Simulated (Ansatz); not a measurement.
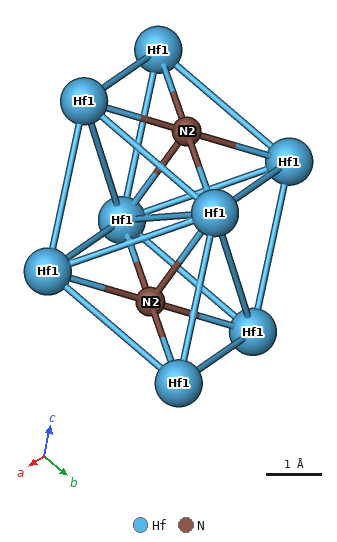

The input geometry of run A (ball-and-stick view of the reduced cell, seen slightly off an axis; atoms are numbered from 1 in the order of the input). An atom can appear more than once, as a periodic image.

**What a change does: single-point calculation on HfN**

System: HfN (2 atoms in the cell).
Method of run A: DFT PBEsol, scalar-relativistic, plane waves, PAW, no spin polarisation (Ansatz 0.2.0).

The structure derives from an entry of the Crystallography Open Database. Text and figures count atoms from 1; the logs count them from 0 in places.

### The input, run A
```yaml
crystal:
  lattice:
    - [0.0, 2.30418, 2.259]
    - [2.21382, 0.0, 2.259]
    - [2.21382, 2.30418, 0.0]
  atoms:
    - { symbol: Hf, position: [0.0, 0.0, 0.0] }
    - { symbol: "N", position: [0.5, 0.5, 0.5] }
basis:
  ecutwfc: 420
kpoints:
  mp_grid: { grid: [18, 18, 18] }
hamiltonian:
  xc: pbesol
scf:
  occupations: { method: gaussian, width: 0.15 }
output:
  forces: true
  stress: true
  eigenvalues: true
```

Launched with:
```bash
ansatz run input.yaml --threads 1 --pin off --max-ram 2560MiB --backend cpu --events-out ev --progress --plain --runs-dir out
```

Hardware: 1 thread of Arm Neoverse V1, 24 GiB of memory available, shared host.

### Output, shortened to warnings, some set-up lines, iterations and results (run A)
```
Basis set: ecut = 420 eV, 451 PW (Γ), exchange–correlation on 48×48×48 points (8 copies of the dense FFT grid, shifted against one another)
Symmetry: 8 space group operations
k-points: 865 of 5832
Initial density: superposition of atomic densities (neutral atoms: chi_scale 0, normalization atom), corrected by the library's trained network
[...]
SCF iter   1: F=—  HF=-15980.225474 eV  |F-HF|=—  |Δ(HF+E_count)|=         —  Δρ=8.53e-3  dr2=1.48e-2  ethr=1.77e-3  ⟨swp⟩=4.8  Hψ=71057  notcnv=0
SCF iter   2: F=—  HF=-15980.221512 eV  |F-HF|=—  |Δ(HF+E_count)|=   3.96e-3  Δρ=2.37e-3  dr2=9.51e-4  ethr=4.78e-5  ⟨swp⟩=1.6  Hψ=25451  notcnv=0
SCF iter   3: F=—  HF=-15980.221303 eV  |F-HF|=—  |Δ(HF+E_count)|=   2.09e-4  Δρ=8.72e-4  dr2=1.15e-4  ethr=3.07e-6  ⟨swp⟩=2.0  Hψ=20229  notcnv=0
SCF iter   4: F=—  HF=-15980.221292 eV  |F-HF|=—  |Δ(HF+E_count)|=   1.13e-5  Δρ=3.21e-4  dr2=1.58e-5  ethr=3.71e-7  ⟨swp⟩=2.0  Hψ=30513  notcnv=0
SCF iter   5: F=—  HF=-15980.221265 eV  |F-HF|=—  |Δ(HF+E_count)|=   2.67e-5  Δρ=9.34e-5  dr2=1.32e-6  ethr=5.11e-8  ⟨swp⟩=2.2  Hψ=30679  notcnv=0
SCF iter   6: F=—  HF=-15980.221267 eV  |F-HF|=—  |Δ(HF+E_count)|=   1.48e-6  Δρ=2.20e-5  dr2=7.77e-8  ethr=3.23e-10  ⟨swp⟩=4.9  Hψ=87595  notcnv=0
SCF iter   7: F=-15980.221267 eV  HF=-15980.221267 eV  |F-HF|=1.26e-8  |Δ(HF+E_count)|=   1.04e-7  Δρ=5.11e-6  dr2=4.73e-9  ethr=2.51e-10  ⟨swp⟩=5.2  Hψ=67374  notcnv=0
SCF 1 converged in 7 iterations: F = -15980.221267 eV  dr2 = 4.73e-9
SCF converged after 7 iterations
Free energy (F): -15980.221267 eV
Harris-Foulkes:  -15980.221267 eV  (|F-HF|=1.26e-8)
Internal energy: -15980.214672 eV  (E = F + TS)
E sigma→0 (E₀):  -15980.217969 eV
Entropy (-TS):   -0.006594 eV (-3.297 meV/atom)
Fermi energy:    23.712862 eV
--- Per-component energies (eV) ---
  E_band       = 178.578683
  E_kinetic    = 556.722812
  E_local      = -4725.971064  (includes V_loc(G=0)·N_el)
  E_nonlocal   = -1192.680703
  E_hartree    = 2241.798162
  E_xc         = -358.822017
  E_vxc        = -344.275558  (∫ρ·V_xc dr)
  E_paw        = -6929.534030  (= ΣΔE_a)
  E_vpaw       = 1401.189615  (= ΣTr[D̂ρ^β])
  E_aug_tail   = 0.000093  (compensation charges beyond the density's cutoff)
  E_ewald      = -5573.007116
  E_core_change = 1.279190  (= ΣΔE_core)
  E_smearing   = -0.006594  (= −TS)
  E_closure    = -0.000000  (closes the sum)
  Σ components = -15980.221267   (vs F -15980.221267, Δ=0.00e0)
--- Forces (eV/Å), atoms counted from 1 ---
  atom   1  Hf     0.00000000     0.00000000     0.00000000
  atom   2  N      0.00000000     0.00000000    -0.00000000
  max |Σ_I F_I| component: 3.16e-30 eV/Å
--- Stress (GPa, compression-positive) ---
        7.931035       0.000000       0.000000
        0.000000     -11.620536       0.000000
        0.000000       0.000000      -2.769690
  P = ⅓ Tr σ = -2.1531 GPa (-21.531 kbar)
```

For run B the input was changed thus:
```diff
-    - [0.0, 2.30418, 2.259]
-    - [2.21382, 0.0, 2.259]
-    - [2.21382, 2.30418, 0.0]
+    - [0.0, 2.2533525, 2.259]
+    - [2.2646475, 0.0, 2.259]
+    - [2.2646475, 2.2533525, 0.0]
```

Predict how the results change.

With the same functional and potentials, run B lies 13.6 meV per atom lower. The pressure goes from −2.15 to −3.00 GPa. The number of SCF iterations is the same. The plane waves at Γ go from 451 to 459.

### Output, shortened to warnings, some set-up lines, iterations and results (run B)
```
Basis set: ecut = 420 eV, 459 PW (Γ), exchange–correlation on 48×48×48 points (8 copies of the dense FFT grid, shifted against one another)
Symmetry: 8 space group operations
k-points: 865 of 5832
Initial density: superposition of atomic densities (neutral atoms: chi_scale 0, normalization atom), corrected by the library's trained network
[...]
SCF iter   1: F=—  HF=-15980.252599 eV  |F-HF|=—  |Δ(HF+E_count)|=         —  Δρ=8.42e-3  dr2=1.44e-2  ethr=1.77e-3  ⟨swp⟩=4.8  Hψ=70796  notcnv=0
SCF iter   2: F=—  HF=-15980.248706 eV  |F-HF|=—  |Δ(HF+E_count)|=   3.89e-3  Δρ=2.34e-3  dr2=9.30e-4  ethr=4.65e-5  ⟨swp⟩=1.8  Hψ=25852  notcnv=0
SCF iter   3: F=—  HF=-15980.248495 eV  |F-HF|=—  |Δ(HF+E_count)|=   2.10e-4  Δρ=8.73e-4  dr2=1.18e-4  ethr=3.00e-6  ⟨swp⟩=2.0  Hψ=20021  notcnv=0
SCF iter   4: F=—  HF=-15980.248481 eV  |F-HF|=—  |Δ(HF+E_count)|=   1.40e-5  Δρ=3.21e-4  dr2=1.57e-5  ethr=3.81e-7  ⟨swp⟩=2.0  Hψ=30527  notcnv=0
SCF iter   5: F=—  HF=-15980.248457 eV  |F-HF|=—  |Δ(HF+E_count)|=   2.44e-5  Δρ=9.27e-5  dr2=1.29e-6  ethr=5.06e-8  ⟨swp⟩=2.2  Hψ=30783  notcnv=0
SCF iter   6: F=—  HF=-15980.248458 eV  |F-HF|=—  |Δ(HF+E_count)|=   1.49e-6  Δρ=2.02e-5  dr2=6.51e-8  ethr=3.23e-10  ⟨swp⟩=4.8  Hψ=85839  notcnv=0
SCF iter   7: F=-15980.248458 eV  HF=-15980.248458 eV  |F-HF|=1.35e-8  |Δ(HF+E_count)|=   9.98e-8  Δρ=5.07e-6  dr2=4.33e-9  ethr=2.10e-10  ⟨swp⟩=5.1  Hψ=65908  notcnv=0
SCF 1 converged in 7 iterations: F = -15980.248458 eV  dr2 = 4.33e-9
SCF converged after 7 iterations
Free energy (F): -15980.248458 eV
Harris-Foulkes:  -15980.248458 eV  (|F-HF|=1.35e-8)
Internal energy: -15980.241154 eV  (E = F + TS)
E sigma→0 (E₀):  -15980.244806 eV
Entropy (-TS):   -0.007304 eV (-3.652 meV/atom)
Fermi energy:    23.695669 eV
--- Per-component energies (eV) ---
  E_band       = 178.167974
  E_kinetic    = 556.526119
  E_local      = -4724.872354  (includes V_loc(G=0)·N_el)
  E_nonlocal   = -1192.724767
  E_hartree    = 2241.074647
  E_xc         = -358.773028
  E_vxc        = -344.212696  (∫ρ·V_xc dr)
  E_paw        = -6929.475991  (= ΣΔE_a)
  E_vpaw       = 1401.304764  (= ΣTr[D̂ρ^β])
  E_aug_tail   = 0.000093  (compensation charges beyond the density's cutoff)
  E_ewald      = -5573.275064
  E_core_change = 1.279190  (= ΣΔE_core)
  E_smearing   = -0.007304  (= −TS)
  E_closure    = -0.000000  (closes the sum)
  Σ components = -15980.248458   (vs F -15980.248458, Δ=0.00e0)
--- Forces (eV/Å), atoms counted from 1 ---
  atom   1  Hf     0.00000000     0.00000000     0.00000000
  atom   2  N      0.00000000     0.00000000    -0.00000000
  max |Σ_I F_I| component: 6.31e-30 eV/Å
--- Stress (GPa, compression-positive) ---
       -4.188734       0.000000       0.000000
        0.000000      -1.810322       0.000000
        0.000000       0.000000      -3.012612
  P = ⅓ Tr σ = -3.0039 GPa (-30.039 kbar)
```

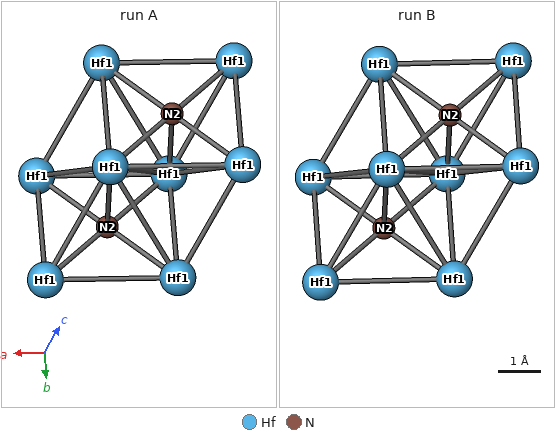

The two input geometries at one scale (ball-and-stick view of the reduced cell, seen at an oblique angle). No atom moves by more than 0.005 Å relative to the cell. The drawn cell changes at constant volume: a = b 3.163 → 3.199 Å (+1.1 %), c stays at 3.195 Å, α 119.0° → 120.1°, β 119.0° → 120.1°, γ 91.2° → 89.9°. Among the contacts that change: Hf1–N2 2.304 → 2.253 Å, Hf1–Hf1 3.227 → 3.191 Å.

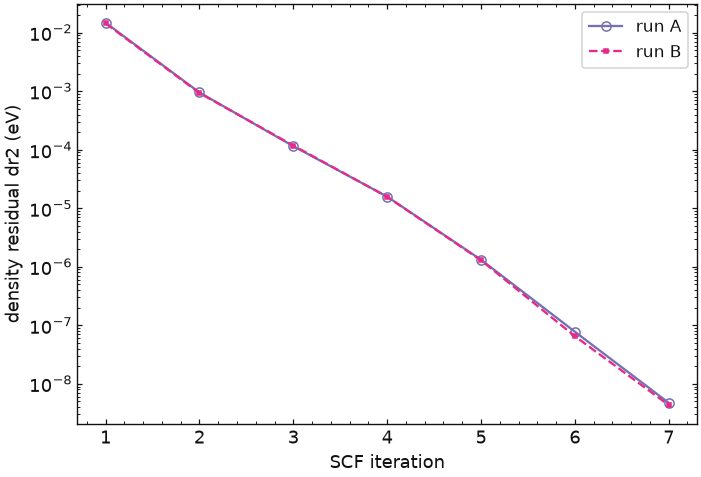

Convergence of the two runs: density residual dr2 against the SCF iteration. Run A takes 7 iterations in all, and run B takes 7.

### The two runs side by side

```csv
quantity,run A,run B
outcome,converged,converged
free energy per atom (eV),−7990.1106,−7990.1242
"energy per atom, smearing taken to zero (eV)",−7990.1090,−7990.1224
gap on the mesh (eV),0.00,0.00
pressure (GPa),−2.15,−3.00
largest force (eV/Å),0.000,0.000
SCF iterations,7,7
irreducible k-points,865,865
plane waves at Γ,451,459
wall time (shared host),23 s,24 s
```

For both runs: Spin–orbit coupling is left out, which matters for Hf. The cell holds an odd number of electrons but the run has no spin polarisation, so a band is left half filled.
